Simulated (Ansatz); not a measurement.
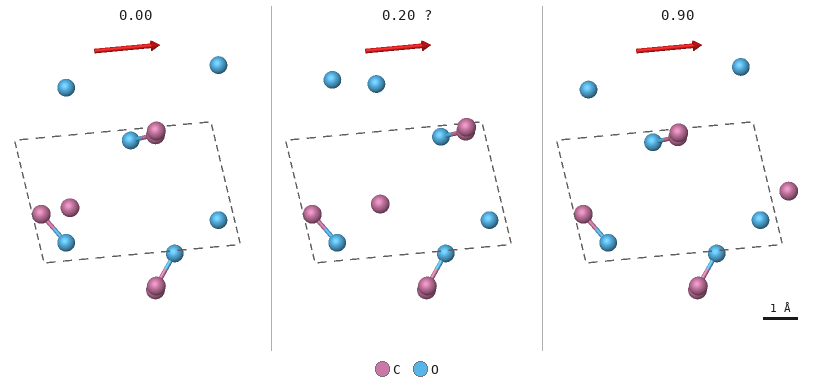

Solid CO (P2_13): the crystal above a cut along the (1 0 0) plane of the conventional cell (between a plane of C/O below and one of C/O above, 2.09 Å apart) is slid rigidly by fractions of an in-plane lattice vector 5.95 Å long (a generalised stacking fault). One cut stands in each cell, which starts 11.9 Å high; nothing is relaxed, and the dashed outline marks the cut, the arrow on top the direction of slip. Style: ball-and-stick. Shown: the layers on both sides of the cut, obliquely from above.

Computed with DFT PBEsol, scalar-relativistic, plane waves, PAW (Ansatz 0.2.0). (plane-wave cutoff 420 eV; k-point mesh 4 × 4 × 2; occupations gaussian; smearing width 0.05 eV; no spin polarisation). Energies (free energies at the smearing named) are counted from the relaxed crystal.

```
slip (fraction of the lattice vector)  γ (mJ/m²)
                                 0.00          0
                                 0.10          7
                                 0.20          ?
                                 0.30        119
                                 0.40        244
                                 0.50        318
                                 0.60        259
                                 0.70        129
                                 0.80         40
                                 0.90          7
```

### Fill in the missing row.

A straight line between the two neighbours gives 63 mJ/m². A cubic through the four nearest rows (0.00, 0.10, 0.30, 0.40) gives, with Lagrange weights, (−0.1667)(0) + (0.6667)(7) + (0.6667)(119) + (−0.1667)(244) = 43 mJ/m². The calculation gives 37 mJ/m², so the cubic is 6 mJ/m² too high and the straight line 26 mJ/m² too high, as the curve bends upwards here.

The whole profile:

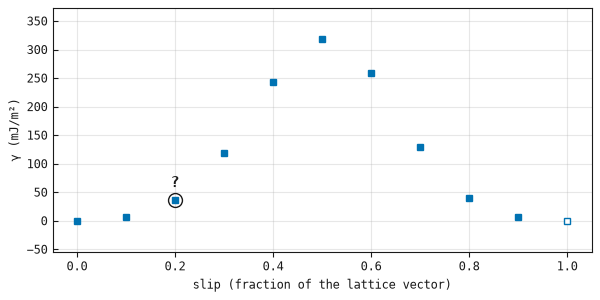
